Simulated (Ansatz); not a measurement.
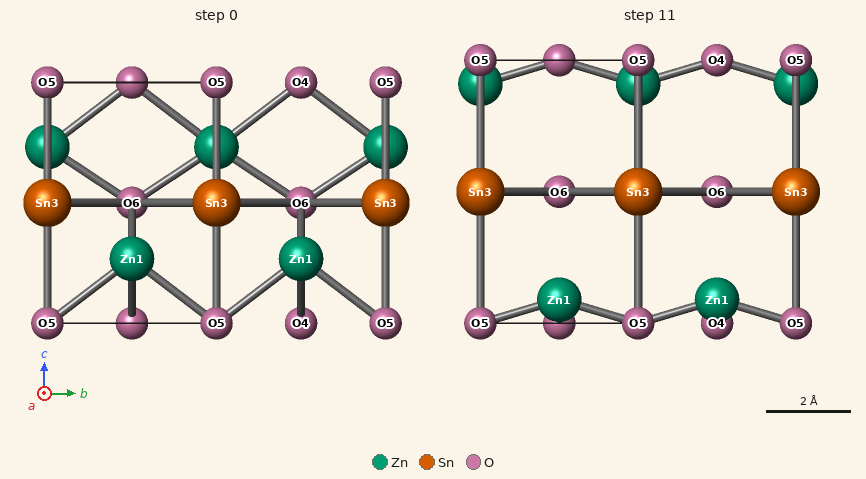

The structure of crystalline Zn2SnO3 (a generated structure, set up in P-4m2) (coarse preliminary run) before (left) and after (right) a relaxation, at one scale.

A ball-and-stick model of the cell of the calculation, repeated 1 × 2 × 1 with one cell outlined, seen along the a axis.

Theory: DFT PBE, scalar-relativistic, plane waves, PAW in Ansatz 0.2.0. Set-up: plane-wave cutoff 420 eV; k-point mesh 4 × 4 × 4; occupations gaussian; smearing width 0.1 eV; no spin polarisation; cell and atoms relaxed; force threshold 0.04 eV/Å; at most 70 steps.

Q: What changed between the two?

A: After 9 accepted moves (11 points after the start) the energy has fallen by 1099 meV per atom. Largest force component: 4.7 eV/Å at the start, 0.032 eV/Å at the end. The pressure goes from −5.35 to −0.04 GPa. The SCF was repeated twice at an unchanged geometry on a basis and grid sized afresh for the cell, which shifted the energy by 0.8 meV per atom at most. The largest moves relative to the cell, 1.13 Å, are those of Zn atoms. Sn and O stay in place. The drawn cell changes as follows: a = b 4.074 → 3.801 Å (−6.7 %), c 5.802 → 6.339 Å (+9.3 %); the volume changes by −4.9 %. Some distances before and after: O–Zn 2.442 → 3.222 Å, Sn–Zn 2.442 → 3.222 Å, O–Zn 2.562 → 1.983 Å, O–Sn 2.901 → 3.169 Å. The space group stays P-4m2 (No. 115). The run took 98 s on 1 thread of Arm Neoverse V1, with other jobs on the host, peak memory 0.35 GiB.
